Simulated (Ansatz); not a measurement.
# BaZrO3: what the fields show

Input file:

```
crystal:
  lattice:
    - [4.19134, 0.0209567, 0.0]
    - [0.0209567, 4.19134, 0.0]
    - [0.0, 0.0, 4.19134]
  atoms:
    - { symbol: Ba, position: [0.0, 0.0, 0.0] }
    - { symbol: Zr, position: [0.5, 0.5, 0.5] }
    - { symbol: O, position: [0.5, 0.5, 0.0] }
    - { symbol: O, position: [0.5, 0.0, 0.5] }
    - { symbol: O, position: [0.0, 0.5, 0.5] }
hamiltonian:
  xc: pbe
  pseudopotentials: { kind: paw }
kpoints:
  mp_grid: { grid: [5, 5, 5] }
scf:
  occupations: { method: fermi_dirac, width: 0.05 }
output:
  forces: true
  stress: true
  eigenvalues: true
  write_density: true
  write_potential: true
  elf: true
  volumetric_format: npy
```

Run with:

```sh
ansatz run input.yaml --threads 2 --pin off --max-ram 5632MiB --backend cpu --events-out ev --progress --plain --runs-dir out
```

Below, planes, directions and counts refer to the conventional cell (a = 5.90 Å, b = 5.96 Å, c = 4.19 Å, α = 90.00°, β = 90.00°, γ = 90.00°).

Space group Cmmm; computed pressure about 4 GPa in this cell.

Computed with Kohn-Sham DFT of a periodic cell, PBE, Ansatz PAW in Ansatz.

In a PAW calculation such maps are meaningful between the atoms, not at the nuclei.

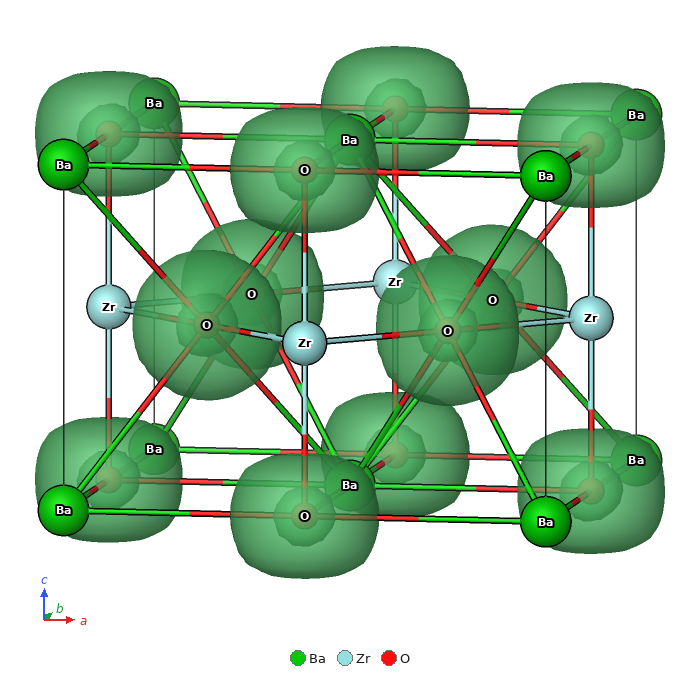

Figure 1. Isosurface of the electron localisation function at 0.7 (green), seen slightly off an axis. Only the valence region is drawn (cores and ρ < 0.01 e/Å³ removed). Sticks mark near contacts.

### Identify the bonds, lone pairs and shells in this picture.

The ELF exceeds this value in six regions wrapped around O (the valence shell of each), counted in one cell of 10 atoms. Regions shared between cells count once. Along the contacts the grid gives the following. Zr–O (2.10 Å): the ELF peaks at about 0.85 in the valence shell of O, 0.6 Å from its nucleus, and drops to about 0.20 between the two atoms: no localised pair shows between them. Ba–O (2.95 Å): the ELF is about 0.10 at the midpoint (a largely ionic contact).

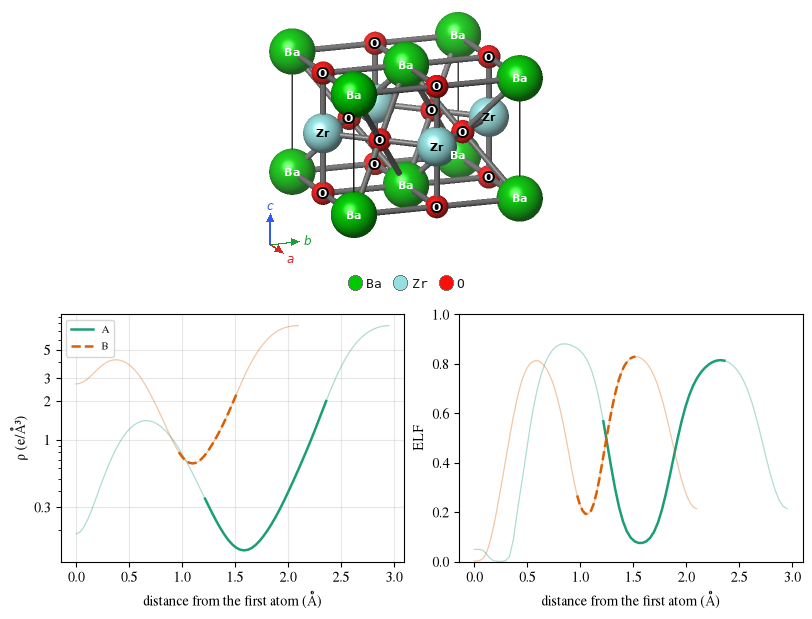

Figure 2. Valence pseudo-density and ELF along straight lines between neighbouring atoms. Thin, pale parts lie inside the atomic spheres. The structure is drawn too.

### Which curve belongs to which contact (Ba–O and Zr–O)? The first atom named is at distance zero.

Curve A: Ba–O (2.95 Å): ρ is about 0.15 e/Å³ halfway; the ELF is about 0.10 at the midpoint; an ionic contact with no shared pair. Curve B: Zr–O (2.10 Å): ρ is about 0.68 e/Å³ halfway; the ELF peaks at about 0.85 in the valence shell of O, 0.6 Å from its nucleus, and drops to about 0.20 between the two atoms: no shared electron pair shows on this line.

### Metal or insulator at this level of theory?

It is gapped, with a Kohn–Sham gap of 3.3 eV on the k-point mesh (the band edges may lie off the mesh, which would make the gap smaller).
